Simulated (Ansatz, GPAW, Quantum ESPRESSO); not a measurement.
# Simulated XPS, UPS and emission spectra of BAs, part 3 of 7

Wanted: projected DOS of BAs, weighted into photoemission and X-ray emission spectra, at several levels of theory.

Ansatz 0.2.0, Quantum ESPRESSO 7.5 and GPAW 26.7.0; DFT, PBE, plane-wave PAW, default files, scalar-relativistic (the session's first sound run).

So far. Step 2 (The base run): At this level the gap is 1.18 eV on the path. Step 4 (With LDA): At this level the gap is 1.13 eV on the path.

### Step 5. Another volume

This step: DFT, PBE, plane-wave PAW, default files, scalar-relativistic (Ansatz 0.2.0).

A changed volume shows how band widths and levels follow the bond length.

The cell differs from the one that the last finished run ended in (a 3.378 → 3.285 Å, b 3.378 → 3.285 Å, c 3.378 → 3.285 Å).

Contents of input.yaml:

```yaml
crystal:
  lattice:
    - [0.0, 2.3230284114, 2.3230284114]
    - [2.3230284114, 0.0, 2.3230284114]
    - [2.3230284114, 2.3230284114, 0.0]
  atoms:
    - { symbol: As, position: [0.75, 0.75, 0.75] }
    - { symbol: B, position: [0.0, 0.0, 0.0] }
kpoints:
  mp_grid: { grid: [14, 14, 14] }
  band_path:
    path:
      - [[0.0, 0.0, 0.0], [-0.5, -0.5, 0.0], [-0.375, -0.375, 0.25]]
      - [[-0.375, 0.0, 0.375], [0.0, 0.0, 0.0], [0.0, 0.0, 0.5], [-0.5, -0.25, 0.25], [-0.5, -0.5, 0.0]]
    npoints: 15
scf:
  occupations: { method: fermi_dirac, width: 0.05 }
  n_extra_bands: 8
hamiltonian:
  xc: pbe
  pseudopotentials: { kind: paw }
output:
  forces: true
  stress: true
  dos:
    projected: true
    de: 0.05
    e_range: [-28, 12]
    nscf_kmesh: { grid: [24, 24, 24] }
  fatbands: true
```

Run with:

```console
$ ansatz run input.yaml --threads 4 --pin off --max-ram 8192MiB --backend cpu --events-out ev --progress --plain --runs-dir out
```

Numbers of over 12 decimals in the logs are rounded to 6 here.

What it wrote:

```text
[...]
Crystal: 2 atoms, lattice volume = 25.072 Å³
Basis set: ecut = 420 eV, 531 PW (Γ), exchange–correlation on 48×48×48 points (8 copies of the dense FFT grid, shifted against one another)
Bands: 17, of which v1, the nominal top of the filled ones, is band 9 counted from 1 (8 counted from 0)
Symmetry: 24 space group operations
[...]
k-points: 104 of 2744 (time reversal used)
[...]
SCF iter   1: F=—  HF=-5011.973538 eV  |F-HF|=—  |Δ(HF+E_count)|=         —  Δρ=1.14e-3  dr2=2.74e-4  ethr=1.77e-3  ⟨swp⟩=5.1  Hψ=9500  notcnv=0  defer=5
[...]
SCF iter   6: F=-5011.973707 eV  HF=-5011.973707 eV  |F-HF|=4.51e-8  |Δ(HF+E_count)|=   2.93e-7  Δρ=1.10e-5  dr2=2.50e-8  ethr=5.56e-10  ⟨swp⟩=5.9  Hψ=8418  notcnv=0
SCF 1 converged in 6 iterations: F = -5011.973707 eV  dr2 = 2.50e-8
[...]
SCF converged after 6 iterations
Free energy (F): -5011.973707 eV
[...]
Internal energy: -5011.973707 eV  (E = F + TS)
E sigma→0 (E₀):  -5011.973707 eV
Entropy (-TS):   -0.000000 eV (-0.000 meV/atom)
Fermi energy:    13.042499 eV
[...]
--- Stress (GPa, compression-positive) ---
       16.828584      -0.000000      -0.000000
        0.000000      16.828584       0.000000
        0.000000       0.000000      16.828584
  P = ⅓ Tr σ = 16.8286 GPa (168.286 kbar)
--- Band table (eV; the first three rows and the last of 104) ---
  k-point 0: bands = [... 5 lower, -3.6850, 12.5075, 12.5075, 12.5075, 15.8990, 15.8990, 15.8990, 18.2636, ... 4 higher]
  k-point 1: bands = [... 5 lower, -3.5945, 11.6775, 12.3257, 12.3257, 16.1235, 16.1372, 16.1372, 18.6400, ... 4 higher]
  k-point 2: bands = [... 5 lower, -3.3247, 10.0106, 11.9160, 11.9160, 16.2125, 16.6711, 16.6711, 19.5743, ... 4 higher]
  k-point 103: bands = [... 5 lower, 1.1368, 4.0274, 6.5770, 6.8655, 17.3838, 18.0454, 20.4217, 20.5180, ... 4 higher]
```

Wall time 3.5 s (4 threads of Intel Xeon at 2.60GHz (Ice Lake), shared host); peak memory 0.42 GiB.

Numbers from this step:

| Quantity | Value |
| --- | --- |
| free energy | -5011.9737 eV |
| Fermi energy | 13.04 eV |
| pressure | 16.83 GPa |
| gap on the k-mesh | 1.113 eV |
| gap on the path | 1.097 eV |
| least direct gap on the path | 3.392 eV |

The electronic bands at the labelled points (eV, zero at the valence-band maximum; v1 is the highest filled band, c1 the lowest empty one):

| point | v4 | v3 | v2 | v1 | c1 | c2 | c3 | c4 |
| --- | --- | --- | --- | --- | --- | --- | --- | --- |
| Γ | -16.19 | 0.00 | 0.00 | 0.00 | 3.39 | 3.39 | 3.39 | 5.76 |
| X | -11.56 | -9.00 | -4.43 | -4.43 | 1.33 | 1.37 | 12.22 | 12.22 |
| U | -11.59 | -8.56 | -6.51 | -3.79 | 2.00 | 5.77 | 9.79 | 10.50 |
| jump to K | -11.59 | -8.56 | -6.51 | -3.79 | 2.00 | 5.77 | 9.79 | 10.50 |
| Γ | -16.19 | 0.00 | 0.00 | 0.00 | 3.39 | 3.39 | 3.39 | 5.76 |
| L | -13.01 | -9.41 | -1.97 | -1.97 | 3.20 | 4.89 | 4.89 | 9.04 |
| W | -11.36 | -8.44 | -6.01 | -5.69 | 5.28 | 6.41 | 7.00 | 7.57 |
| X | -11.56 | -9.00 | -4.43 | -4.43 | 1.33 | 1.37 | 12.22 | 12.22 |

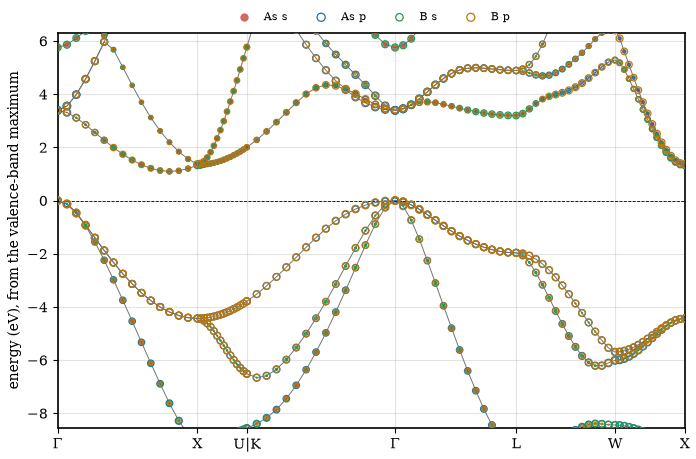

Electronic bands along the path; dots are coloured as in the legend, and their area grows with the weight.

The DOS has structure finer than the step of the table below, so its rows give means over 2.5 eV, whole bins alone (the curve runs from -17.7 to 12.5 eV). Peaks (eV: height): total -8.48: 1.55, 3.62: 1.70, 4.82: 1.57, 5.62: 1.47; As 4p -8.48: 0.807, -4.38: 0.537, 3.62: 0.353, 4.82: 0.617; B 2p -4.38: 0.492, 3.62: 0.593, 4.82: 0.492, 5.62: 0.431; As 4s -11.58: 0.480, -8.38: 0.0624, 3.62: 0.253, 5.62: 0.128; B 2s -12.98: 0.114, -8.38: 0.501, 3.62: 0.290, 5.62: 0.173.

Table of DOS by E, zero at the valence-band maximum; means over each step; values in states/eV/cell:

| E (eV) | total | As 4p | B 2p | As 4s | B 2s | As 3d |
| --- | --- | --- | --- | --- | --- | --- |
| -15.0 | 0.242 | 0.0275 | 0.0412 | 0.113 | 0.0583 | 2.3e-5 |
| -12.5 | 0.558 | 0.0409 | 0.146 | 0.303 | 0.0657 | 1.6e-4 |
| -10.0 | 0.0747 | 0.0402 | 0.0151 | 0.00183 | 0.0169 | 3.9e-5 |
| -7.5 | 0.587 | 0.289 | 0.110 | 0.0426 | 0.141 | 5.3e-4 |
| -5.0 | 0.866 | 0.422 | 0.358 | 0.0294 | 0.0516 | 8.7e-4 |
| -2.5 | 0.784 | 0.367 | 0.381 | 0.0108 | 0.0199 | 0.00110 |
| 0.0 | 0.0921 | 0.0383 | 0.0494 | 0.00103 | 0.00195 | 1.8e-4 |
| 2.5 | 0.639 | 0.147 | 0.221 | 0.0787 | 0.102 | 8.2e-4 |
| 5.0 | 1.06 | 0.323 | 0.354 | 0.0860 | 0.103 | 9.4e-4 |
| 7.5 | 0.895 | 0.259 | 0.268 | 0.0671 | 0.0895 | 4.9e-4 |
| 10.0 | 0.808 | 0.191 | 0.169 | 0.0237 | 0.0582 | 3.1e-4 |

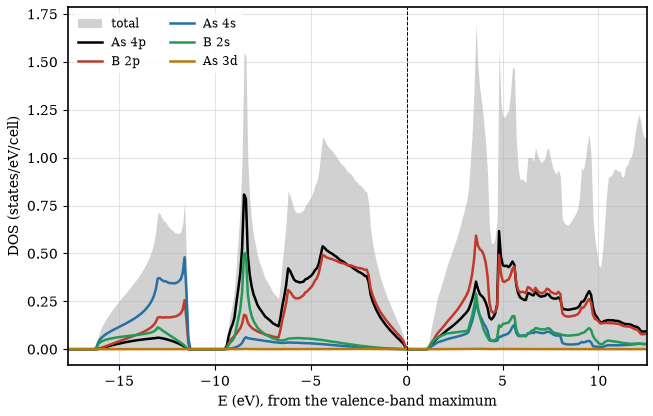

DOS against E.

This run's widths, added to any smearing of the DOS itself: Gaussian 0.15 eV, Lorentzian 0.1 eV. Intensity against binding energy, zero at the valence-band maximum; values in % of the maximum within 13 eV:

| binding energy (eV) | 21.2 eV | 100 eV | 400 eV | 1486.7 eV | 5950 eV |
| --- | --- | --- | --- | --- | --- |
| 0 | 3.01 | 1.23 | 1.44 | 1.61 | 0.927 |
| 2 | 71.2 | 29.0 | 36.8 | 42.0 | 24.2 |
| 4 | 97.9 | 44.1 | 56.3 | 65.0 | 39.2 |
| 6 | 67.5 | 36.0 | 46.2 | 53.5 | 34.6 |
| 8 | 47.5 | 45.7 | 48.4 | 51.5 | 35.3 |
| 10 | 0.949 | 1.14 | 1.26 | 1.48 | 1.28 |
| 12 | - | 44.4 | 52.0 | 75.0 | 92.9 |
| 14 | - | 31.9 | 33.2 | 43.7 | 50.3 |
| 16 | - | 9.81 | 9.13 | 11.4 | 13.4 |

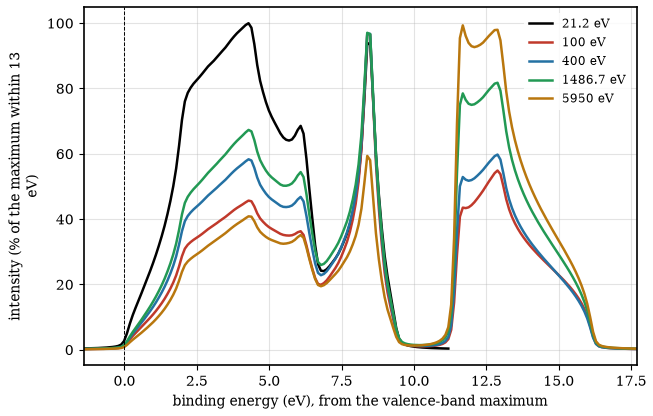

Intensity against binding energy.

Maxima picked by a test of local sharpness, so broad peaks and shoulders can be missing; peaks within 0.45 eV of a curve's cut are left out. Valence peaks, by row:

| photon energy (eV) | binding energy (eV) | height (% of the maximum within 13 eV) | main shell | its share (%) |
| --- | --- | --- | --- | --- |
| 21.2 | 8.46 | 96.91 | As 4p | 59.37 |
| 21.2 | 6.11 | 68.6 | As 4p | 49.59 |
| 21.2 | 4.31 | 100 | B 2p | 52.29 |
| 100 | 12.91 | 54.93 | As 4s | 52.57 |
| 100 | 8.41 | 100 | B 2s | 67.95 |
| 100 | 6.06 | 36.32 | As 4p | 33.11 |
| 100 | 4.31 | 45.76 | B 2p | 40.75 |
| 400 | 12.86 | 59.81 | As 4s | 76.18 |
| 400 | 11.66 | 53.03 | As 4s | 90.59 |
| 400 | 8.46 | 100 | As 4p | 60.22 |
| 400 | 6.11 | 46.85 | As 4p | 76.01 |
| 400 | 4.31 | 58.42 | As 4p | 80.85 |
| 1487 | 12.86 | 81.92 | As 4s | 87.57 |
| 1487 | 11.66 | 78.89 | As 4s | 95.88 |
| 1487 | 8.41 | 100 | As 4p | 75.76 |
| 1487 | 6.11 | 54.48 | As 4p | 82.85 |
| 1487 | 4.31 | 67.42 | As 4p | 88.79 |
| 5950 | 12.86 | 98.23 | As 4s | 95.07 |
| 5950 | 11.66 | 100 | As 4s | 98.46 |
| 5950 | 8.41 | 60.75 | As 4p | 69.98 |
| 5950 | 6.11 | 35.17 | As 4p | 72.01 |
| 5950 | 4.31 | 40.96 | As 4p | 82.03 |

Spectra as before, but with a recipe of its own (widths, and in some runs the light), which changes peak heights and what is resolved: Gaussian 0.15 eV, Lorentzian 0.1 eV plus 0 times the binding energy, linear light, analyser at 54.7°, Fermi edge at 20 K; some photon energies differ too.

Side by side:

| quantity | this run | base run | difference |
| --- | --- | --- | --- |
| gap on the path (eV) | 1.0965 | 1.1842 | -0.0877 |
| least direct gap on the path (eV) | 3.3915 | 3.281 | 0.111 |
| gap on the k-mesh (eV) | 1.1129 | 1.2058 | -0.0929 |

One result that differs is the gap on the k-mesh, 1.11 eV against 1.21 eV.

### Step 6. Quantum ESPRESSO: self-consistent run

This step: DFT, PBE, plane waves, ultrasoft GBRV pseudopotentials, scalar-relativistic (Quantum ESPRESSO 7.5).

The main run's cell is run in Quantum ESPRESSO, with other potentials, to see which digits hang on the program.

Contents of scf.in:

```
&control
  calculation = 'scf'
  prefix = 'pes'
  outdir = './tmp'
  pseudo_dir = './pp'
  tprnfor = .true.
  tstress = .true.
/
&system
  ibrav = 0
  nat = 2
  ntyp = 2
  ecutwfc = 40.0
  ecutrho = 200.0
  occupations = 'smearing'
  nbnd = 12
  smearing = 'fd'
  degauss = 0.00367
/
&electrons
  conv_thr = 2e-09
  mixing_beta = 0.5
  electron_maxstep = 120
/
ATOMIC_SPECIES
As 74.9216 as_pbe_v1.uspp.F.UPF
B 10.8100 b_pbe_v1.4.uspp.F.UPF
CELL_PARAMETERS angstrom
 0.000000000 2.388500000 2.388500000
 2.388500000 0.000000000 2.388500000
 2.388500000 2.388500000 0.000000000
ATOMIC_POSITIONS crystal
As 0.750000000 0.750000000 0.750000000
B 0.000000000 0.000000000 0.000000000
K_POINTS automatic
14 14 14 0 0 0
```

Run with:

```console
$ OMP_NUM_THREADS=1 mpirun -n 4 pw.x -nk 4 -in scf.in > scf.out
```

What it wrote:

```text
Program PWSCF v.7.5 starts

     This program is part of the open-source Quantum ESPRESSO suite
     for quantum simulation of materials; please cite
         "P. Giannozzi et al., J. Phys.:Condens. Matter 21 395502 (2009);
         "P. Giannozzi et al., J. Phys.:Condens. Matter 29 465901 (2017);
         "P. Giannozzi et al., J. Chem. Phys. 152 154105 (2020);
          URL
     in publications or presentations arising from this work. More details at

     Parallel version (MPI & OpenMP), running on       4 processor cores
     Number of MPI processes:                 4
     Threads/MPI process:                     1

     MPI processes distributed on     1 nodes
     280352 MiB available memory on the printing compute node when the environment starts

     Current dimensions of program PWSCF are:
     Max number of different atomic species (ntypx) = 10
     Max number of k-points (npk) =  40000
     Max angular momentum in pseudopotentials (lmaxx) =  4
     Message from routine setup:
     using ibrav=0 with symmetry is DISCOURAGED, use correct ibrav instead

     K-points division:     npool     =       4
     Subspace diagonalization in iterative solution of the eigenvalue problem:
     a serial algorithm will be used

     G-vector sticks info
     --------------------
     sticks:   dense  smooth     PW     G-vecs:    dense   smooth      PW
     Sum         559     439    151                 8801     6231    1243

     Using Slab Decomposition

     bravais-lattice index     =            0
     lattice parameter (alat)  =       6.3832  a.u.
     unit-cell volume          =     183.9087 (a.u.)^3
     number of atoms/cell      =            2
     number of atomic types    =            2
     number of electrons       =         8.00
     number of Kohn-Sham states=           12
     kinetic-energy cutoff     =      40.0000  Ry
     charge density cutoff     =     200.0000  Ry
     scf convergence threshold =      2.0E-09
     mixing beta               =       0.5000
     number of iterations used =            8  plain     mixing
     Exchange-correlation=  SLA  PW   PBX  PBC
                           (   1   4   3   4   0   0   0)

     celldm(1)=   6.383210  celldm(2)=   0.000000  celldm(3)=   0.000000
     celldm(4)=   0.000000  celldm(5)=   0.000000  celldm(6)=   0.000000

     crystal axes: (cart. coord. in units of alat)
               a(1) = (   0.000000   0.707107   0.707107 )
               a(2) = (   0.707107   0.000000   0.707107 )
               a(3) = (   0.707107   0.707107   0.000000 )

     reciprocal axes: (cart. coord. in units 2 pi/alat)
               b(1) = ( -0.707107  0.707107  0.707107 )
               b(2) = (  0.707107 -0.707107  0.707107 )
               b(3) = (  0.707107  0.707107 -0.707107 )

     PseudoPot. # 1 for As read from file:
     ./pp/as_pbe_v1.uspp.F.UPF
     Pseudo is Ultrasoft + core correction, Zval =  5.0
     Generated by new atomic code, or converted to UPF format
     Using radial grid of  875 points,  6 beta functions with:
                l(1) =   0
                l(2) =   0
                l(3) =   1
                l(4) =   1
                l(5) =   2
                l(6) =   2
     Q(r) pseudized with  8 coefficients,  rinner =    1.300   1.300   1.300
                                                       1.300   1.300

     PseudoPot. # 2 for B  read from file:
     ./pp/b_pbe_v1.4.uspp.F.UPF
     Pseudo is Ultrasoft + core correction, Zval =  3.0
     Generated by new atomic code, or converted to UPF format
     Using radial grid of  781 points,  4 beta functions with:
                l(1) =   0
                l(2) =   0
                l(3) =   1
                l(4) =   1
     Q(r) pseudized with  8 coefficients,  rinner =    1.100   1.100   1.100

     atomic species   valence    mass     pseudopotential
     As                5.00    74.92160     As( 1.00)
     B                 3.00    10.81000     B ( 1.00)

     24 Sym. Ops. (no inversion) found

   Cartesian axes

     site n.     atom                  positions (alat units)
         1        As     tau(   1) = (   1.0606602   1.0606602   1.0606602  )
         2        B      tau(   2) = (   0.0000000   0.0000000   0.0000000  )

     number of k points=   104  Fermi-Dirac smearing, width (Ry)=  0.0037

     Number of k-points >= 100: set verbosity='high' to print them.

     Dense  grid:     8801 G-vectors     FFT dimensions: (  30,  30,  30)

     Smooth grid:     6231 G-vectors     FFT dimensions: (  25,  25,  25)

     Estimated max dynamical RAM per process >      19.03 MB

     Estimated total dynamical RAM >      69.67 MB

     Initial potential from superposition of free atoms

     starting charge       7.9995, renormalised to       8.0000
     Starting wfcs are    8 randomized atomic wfcs +    4 random wfcs

     total cpu time spent up to now is        0.7 secs

     per-process dynamical memory:    17.0 Mb

     Self-consistent Calculation

     iteration #  1     ecut=    40.00 Ry     beta= 0.50
     Davidson diagonalization with overlap
     ethr =  1.00E-02,  avg # of iterations =  5.9

     total cpu time spent up to now is        1.0 secs

     total energy              =     -46.63915486 Ry
     estimated scf accuracy    <       0.14909200 Ry

     iteration #  2     ecut=    40.00 Ry     beta= 0.50
     Davidson diagonalization with overlap
     ethr =  1.86E-03,  avg # of iterations =  1.0

     total cpu time spent up to now is        1.2 secs

     total energy              =     -46.66562167 Ry
     estimated scf accuracy    <       0.01032606 Ry

     iteration #  3     ecut=    40.00 Ry     beta= 0.50
     Davidson diagonalization with overlap
     ethr =  1.29E-04,  avg # of iterations =  2.1

     total cpu time spent up to now is        1.5 secs

     total energy              =     -46.66643130 Ry
     estimated scf accuracy    <       0.00162593 Ry

     iteration #  4     ecut=    40.00 Ry     beta= 0.50
     Davidson diagonalization with overlap
     ethr =  2.03E-05,  avg # of iterations =  3.2

     total cpu time spent up to now is        1.8 secs

     total energy              =     -46.66654879 Ry
     estimated scf accuracy    <       0.00002597 Ry

     iteration #  5     ecut=    40.00 Ry     beta= 0.50
     Davidson diagonalization with overlap
     ethr =  3.25E-07,  avg # of iterations =  5.8

     total cpu time spent up to now is        2.1 secs

     total energy              =     -46.66657596 Ry
     estimated scf accuracy    <       0.00000093 Ry

     iteration #  6     ecut=    40.00 Ry     beta= 0.50
     Davidson diagonalization with overlap
     ethr =  1.16E-08,  avg # of iterations =  4.1

     total cpu time spent up to now is        2.4 secs

     total energy              =     -46.66657696 Ry
     estimated scf accuracy    <       0.00000004 Ry

     iteration #  7     ecut=    40.00 Ry     beta= 0.50
     Davidson diagonalization with overlap
     ethr =  5.02E-10,  avg # of iterations =  4.0

     total cpu time spent up to now is        2.7 secs

     total energy              =     -46.66657699 Ry
     estimated scf accuracy    <          2.3E-09 Ry

     iteration #  8     ecut=    40.00 Ry     beta= 0.50
     Davidson diagonalization with overlap
     ethr =  2.91E-11,  avg # of iterations =  3.8

     total cpu time spent up to now is        2.9 secs

     End of self-consistent calculation

     Number of k-points >= 100: set verbosity='high' to print the bands.

     the Fermi energy is     9.2268 ev

!    total energy              =     -46.66657699 Ry
     estimated scf accuracy    <          4.7E-11 Ry
     smearing contrib. (-TS)   =      -0.00000000 Ry
     internal energy E=F+TS    =     -46.66657699 Ry

     The total energy is F=E-TS. E is the sum of the following terms:
     one-electron contribution =       6.62614022 Ry
     hartree contribution      =       1.25112718 Ry
     xc contribution           =     -34.61042568 Ry
     ewald contribution        =     -19.93341872 Ry

     convergence has been achieved in   8 iterations

     Forces acting on atoms (cartesian axes, Ry/au):

     atom    1 type  1   force =    -0.00000000   -0.00000000    0.00000000
     atom    2 type  2   force =     0.00000000    0.00000000   -0.00000000

     Total force =     0.000000     Total SCF correction =     0.000000

     Computing stress (Cartesian axis) and pressure

          total   stress  (Ry/bohr**3)                   (kbar)     P=       37.16
   0.00025259  -0.00000000  -0.00000000           37.16       -0.00       -0.00
  -0.00000000   0.00025259  -0.00000000           -0.00       37.16       -0.00
  -0.00000000  -0.00000000   0.00025259           -0.00       -0.00       37.16

     XML data file, charge density, pseudopotentials, collected wavefunctions

     Called by init_run:

     Called by electrons:

     Called by c_bands:

     Called by *egterg:

     Called by h_psi:
                                        0.00s GPU  (     978 calls)

     General routines

     Parallel routines

=------------------------------------------------------------------------------=
   JOB DONE.
=------------------------------------------------------------------------------=
```

The job ended after 3.8 s (4 MPI ranks; 14 s of CPU time).

This step gave:

```
free energy       : -634.9311 eV
Fermi energy      : 9.227 eV
pressure          : 3.716 GPa
gap on the k-mesh : 1.202 eV
```

At this level the gap is 1.20 eV on the k-mesh of the self-consistent run, which can miss the band edges.

(Continued in part 4 of 7.)

[Logs are printed without paths, hosts, clocks, repeated set-up lines and the standing remarks that a program may print on its own settings, such as how far it seeks lower states.]

[Hosts, paths, dates, database ids (printed as entryN), source tags and the programs' standing remarks are cut or masked in the printed files.]

[Maps of the electrostatic potential energy from Ansatz leave out the sawtooth potential of an applied field or a dipole correction, so their vacuum need not be flat; work functions include it.]

[Peak lists hold at most the 14 tallest peaks of each spectrum; further lines can be left out.]
